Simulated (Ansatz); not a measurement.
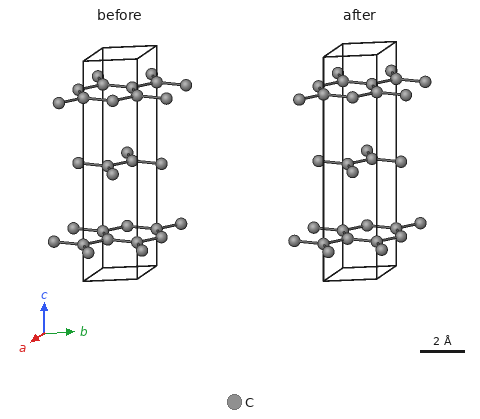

The structure of crystalline C (set up in R-3m) before (left) and after (right) a relaxation, at one scale.

A ball-and-stick model of the conventional cell (3 times the calculation's cell), seen slightly off an axis. Lengths and directions refer to the drawn axes.

Case: volume × 1.06, shape and atoms relaxed.

Method: Ansatz, DFT PBE+D3(BJ), scalar-relativistic, plane waves, PAW.

The input:
```yaml
crystal:
  lattice:
    - [1.2452690068, 0.7189563963, 3.4771846632]
    - [-1.2452690068, 0.7189563963, 3.4771846632]
    - [0.0, -1.4379127926, 3.4771846632]
  atoms:
    - { symbol: C, position: [0.8333982387, 0.8333982387, 0.8333982387] }
    - { symbol: C, position: [0.1666017613, 0.1666017613, 0.1666017613] }
basis:
  ecutwfc: 420
kpoints:
  mp_grid: { grid: [12, 12, 12] }
hamiltonian:
  xc: pbe
  dispersion: d3bj
scf:
  occupations: { method: gaussian, width: 0.02 }
output:
  forces: true
  stress: true
  eigenvalues: true
relax:
  adjacent_minimum: "off"
  f_tol: 0.01
  max_steps: 30
  cell: { stress_tol: 0.1, fix: [volume] }
```

Run as
```bash
ansatz run input.yaml --threads 1 --pin off --max-ram 2560MiB --backend cpu --events-out ev --progress --plain --runs-dir out
```

Describe what moved and what it gained.

Answer. The atoms keep their places relative to the cell (all moves are under 0.005 Å). The drawn cell changes at constant volume: a = b 2.491 → 2.468 Å (−0.9 %), c 10.432 → 10.622 Å (+1.8 %). Among the contacts that change: C1–C2 1.438 → 1.425 Å. The space group stays R-3m (No. 166). The energy falls by 6.0 meV per atom in 3 accepted moves (5 points after the start). Largest force component: 0.0011 eV/Å at the start, 0.00078 eV/Å at the end. The pressure goes from −8.49 to −1.37 GPa. At 2 points the geometry stayed and the basis and grid were re-selected for the new cell (energy shift of 0.2 meV per atom at most each time).
